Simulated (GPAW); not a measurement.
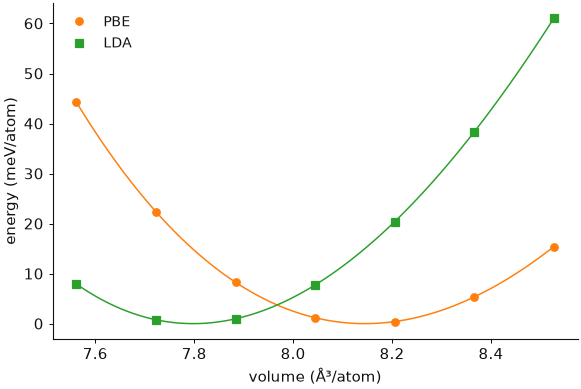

The figure shows the energy against volume, with one curve for each functional, for SiO₂ (space group P4_2/mnm).

Computed with GPAW 26.7.0: PAW DFT in plane waves, on a grid or in atomic orbitals, no spin polarisation; energies at scaled volumes of the given cell, shape and fractions fixed, counted from the fit's minimum, third-order Birch-Murnaghan fit. All runs: no spin polarisation.

k mesh 5×5×8; occupations Fermi–Dirac; smearing width 0.05 eV; potentials GPAW PAW data sets (gpaw data 1.2.1); wave cutoff 800 eV.

Order the curves by fitted equilibrium volume, smallest first.

LDA 7.798, PBE 8.145 Å³/atom.

Order the curves by fitted bulk modulus, smallest first.

PBE 298.1, LDA 335.8 GPa.

Caveats: shape and atomic fractions are frozen while scaling, which makes layered, chain and framework solids too stiff.
